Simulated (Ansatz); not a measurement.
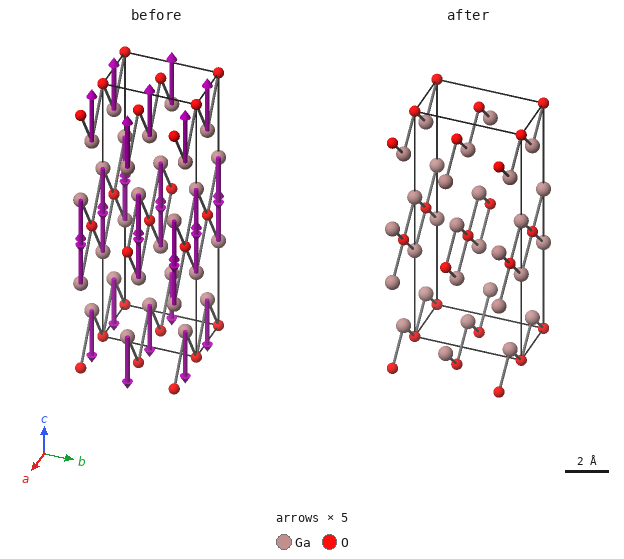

The structure of a crystal of Ga₂O (a generated structure, set up in Fmmm) (coarse preliminary run) before (left) and after (right) a relaxation, at one scale. The purple arrows give the displacements (the part carried along by the change of the cell is left out), 5 times their true length.

The picture is a ball-and-stick view of the conventional cell (4 times the calculation's cell), repeated 2 × 1 × 1 with one cell outlined, seen from a free direction. Lengths and directions refer to the drawn axes.

All numbers below come from DFT PBE, scalar-relativistic, plane waves, PAW (Ansatz).

Input file:
```yaml
crystal:
  lattice:
    - [0.0, 2.36988573, 7.21788417]
    - [1.42221262, 0.0, 7.21788417]
    - [1.42221262, 2.36988573, 0.0]
  atoms:
    - { symbol: Ga, position: [0.3350575, 0.3350575, 0.6649425] }
    - { symbol: Ga, position: [0.6649425, 0.6649425, 0.3350575] }
    - { symbol: O, position: [0.0, 0.0, 0.0], spin: 1.0 }
basis:
  ecutwfc: 420
kpoints:
  mp_grid: { grid: [8, 8, 8] }
hamiltonian:
  xc: pbe
scf:
  occupations: { method: gaussian, width: 0.1 }
  lower_state_search: "off"
output:
  forces: true
  stress: true
  eigenvalues: true
  populations: true
magnetization:
  spin_polarized: true
relax:
  adjacent_minimum: "off"
  f_tol: 0.04
  max_steps: 70
  cell: { stress_tol: 0.4 }
```

Run as
```bash
ansatz run input.yaml --threads 1 --pin off --max-ram 2560MiB --backend cpu --events-out ev --progress --plain --runs-dir out
```

What changed between the two?

The energy falls by 1040 meV per atom in 8 accepted moves (10 points after the start). Largest force component: 1.8 eV/Å at the start, 0.0016 eV/Å at the end. Pressure: −3.24 GPa at the start and 0.17 GPa at the end. The SCF was repeated twice at an unchanged geometry on a basis and grid sized afresh for the cell, which shifted the energy by 7.3 meV per atom at most. The largest moves relative to the cell, 0.60 Å, are those of Ga1 and Ga2. Ga2 goes along −c. O stays in place. The drawn cell changes as follows: a 2.844 → 2.861 Å (+0.6 %), b 4.740 → 5.400 Å (+13.9 %), c 14.436 → 12.871 Å (−10.8 %); the volume changes by +2.2 %. Some distances before and after: Ga1–O3 2.773 → 2.092 Å. The space group stays Fmmm (No. 69). The program noted that the starting moments weren't kept. The run took 49 s on 1 thread of AMD EPYC 9R45 96-Core Processor (Zen 5) (shared host), peak memory 0.52 GiB.
